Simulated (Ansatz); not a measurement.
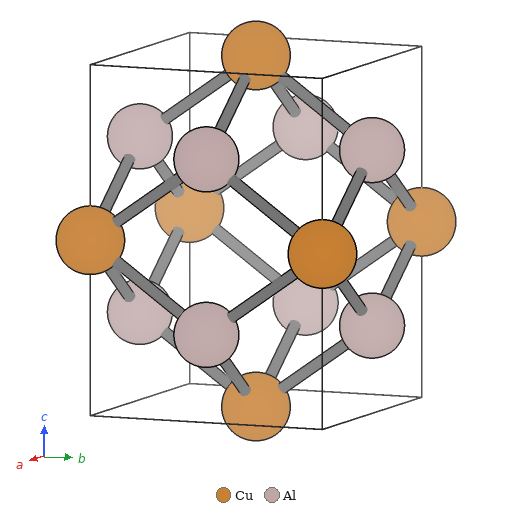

System: Al₂Cu, space group I4/mmm (No. 139). The picture shows the conventional cell.

Starting cell:
```yaml
crystal:
  lattice:
    - [-2.03034, 2.03034, 2.85109]
    - [2.03034, -2.03034, 2.85109]
    - [2.03034, 2.03034, -2.85109]
  atoms:
    - { symbol: Cu, position: [0.50000, 0.50000, 0.00000] }
    - { symbol: Al, position: [0.25000, 0.75000, 0.50000] }
    - { symbol: Al, position: [0.75000, 0.25000, 0.50000] }
```

Computed with Ansatz 0.2.0: plane-wave DFT, no spin polarisation; energies at scaled volumes of the given cell, shape and fractions fixed, counted from the fit's minimum, third-order Birch-Murnaghan fit. Level: PBE.

- k mesh: 9×9×9
- occupations: Fermi–Dirac
- smearing width: 0.05 eV
- potentials: Ansatz PAW
- wave cutoff: 420 eV
- density cutoff: 1680 eV

What does the calculation give for the energy and pressure against volume? The volume takes the values 14.73, 15.04, 15.36, 15.67, 15.98, 16.30, 16.61 Å³/atom.

A third-order Birch–Murnaghan fit gives V0 = 16.13 Å³/atom, B0 = 95.8 GPa and B′ = 4.4. The energy is 42.80 meV/atom at volume 14.73 Å³/atom and 4.07 meV/atom at 16.61 Å³/atom; the lowest computed point is at volume 15.98 Å³/atom (0.40 meV/atom). The pressure falls from 10.64 GPa at volume 14.73 Å³/atom to −2.63 GPa at 16.61 Å³/atom, and changes sign near 16.13 Å³/atom.

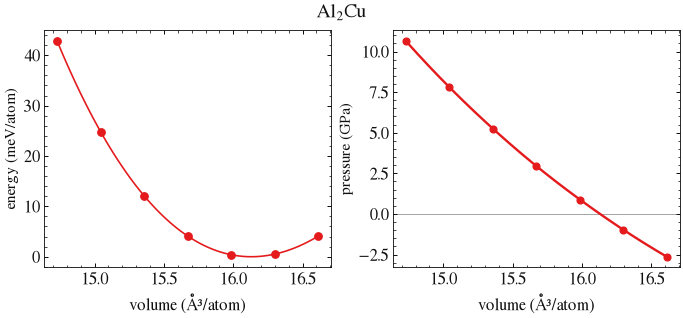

Caveats: shape and atomic fractions are frozen while scaling, which makes layered, chain and framework solids too stiff.
